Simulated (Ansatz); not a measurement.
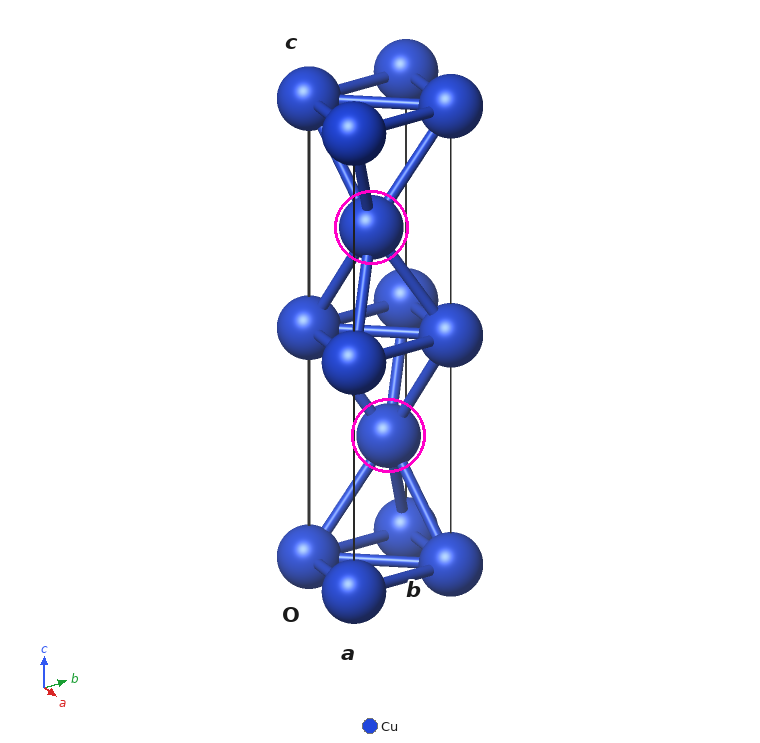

One unit cell; the ringed atoms, with their copies on corners, edges and faces, form one crystallographic orbit. Crystal: Cu, the end point of a relaxation with DFT, r2SCAN, plane waves (500 eV) with PAW, scalar-relativistic (Ansatz); the starting structure was generated, so it need not be a known form of this composition. All values are computed from the atomic coordinates in the standard setting (tolerance 0.002 Å).

a = 2.530 Å, b = 2.530 Å, c = 8.262 Å, α = 90.00°, β = 90.00°, γ = 120.00°; space group No. 194, P6_3/mmc.

Which Wyckoff position do the ringed atoms fill?

Answer. Cu on 2c, site symmetry -6m2: 24 operations a cell over 12 that keep the site give 2 atoms, with 0 free parameters.

List their coordinates.

Answer. (1/3, 2/3, 1/4); (2/3, 1/3, 3/4).
